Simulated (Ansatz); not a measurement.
Consider Al₂Cu.

```
Al Cu
1.0
     4.00934   -4.00934    0.00000
     4.00934    4.00934    0.00000
     0.00000    0.00000    5.67021
Al Cu
8 4
Cartesian
  4.0093 -2.0047 1.4176
  2.0047 0.0000 4.2527
  4.0093 2.0047 1.4176
  6.0140 0.0000 4.2527
  2.0047 0.0000 1.4176
  4.0093 -2.0047 4.2527
  6.0140 0.0000 1.4176
  4.0093 2.0047 4.2527
  2.0047 -2.0047 0.0000
  0.0000 0.0000 2.8351
  2.0047 2.0047 0.0000
  4.0093 0.0000 2.8351
```

Space group Fm-3m; a structure from a database of computed crystals, not necessarily the ambient phase; computed without spin polarisation; PAW files of the earlier set (soft_1).

All numbers below come from DFT LDA, scalar-relativistic, plane waves, PAW (Ansatz).

> Predict the valence pseudo-density and electron localisation function between the atoms.

Al–Cu (2.46 Å): ρ is about 0.34 e/Å³ halfway; the ELF peaks at about 0.70 between the atoms.

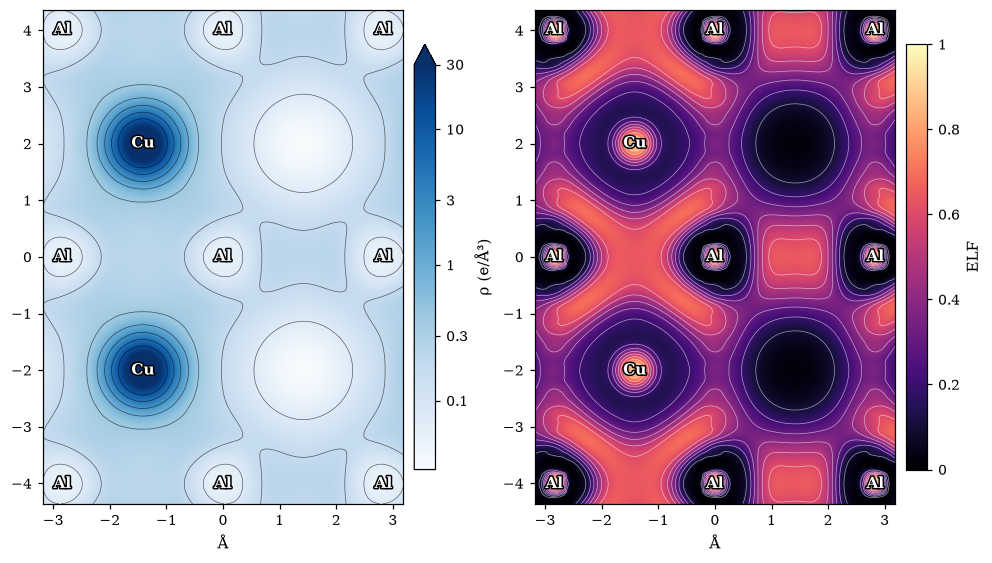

Computed valence pseudo-density and electron localisation function on the (011) plane of the conventional cell, in this order. 
